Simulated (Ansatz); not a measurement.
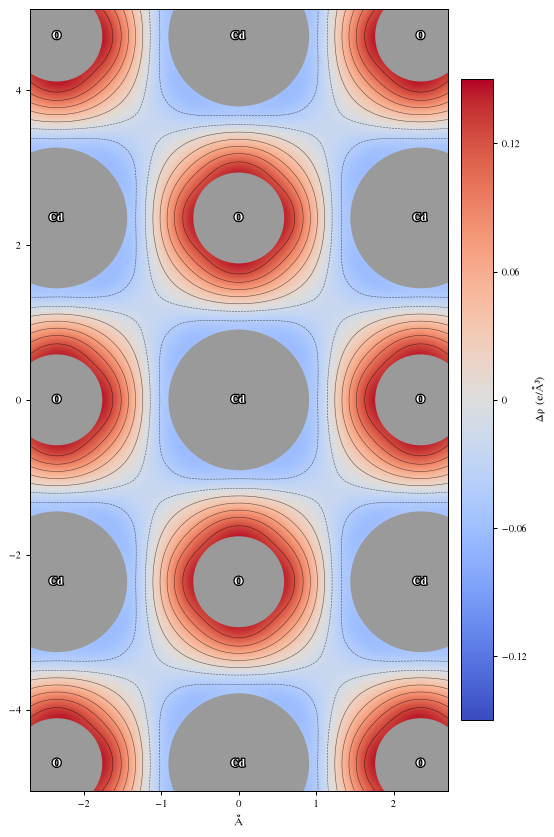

The picture shows: CdO. Deformation density (self-consistent density less superposed neutral spherical atoms): a map on the (010) plane of the conventional cell, with grey discs over the atomic cores. Cores are masked to 0.9 Å (Cd) and 0.6 Å (O).

Space group Fm-3m; the calculation finds a residual pressure of about 6 GPa at this fixed cell.

Level of theory: Ansatz, DFT PBE, scalar-relativistic, plane waves, PAW.

In a PAW calculation such maps are meaningful between the atoms, not at the nuclei.

Question: What does the deformation density say about the bonding?

Answer: Cd–O (2.35 Å): Δρ is −0.005 e/Å³ at the midpoint, so little or no bond charge builds up halfway. Cd–Cd (3.32 Å): Δρ is −0.02 e/Å³ at the midpoint. Over the whole cell, outside the masked cores, the largest gain lies at the edge of the masked core of O, and the largest loss lies at the edge of the masked core of Cd. The rearranged charge, half the integral of |Δρ|, is about 0.26 e an atom. Bader charges: Cd +1.18 and O −1.18 e.
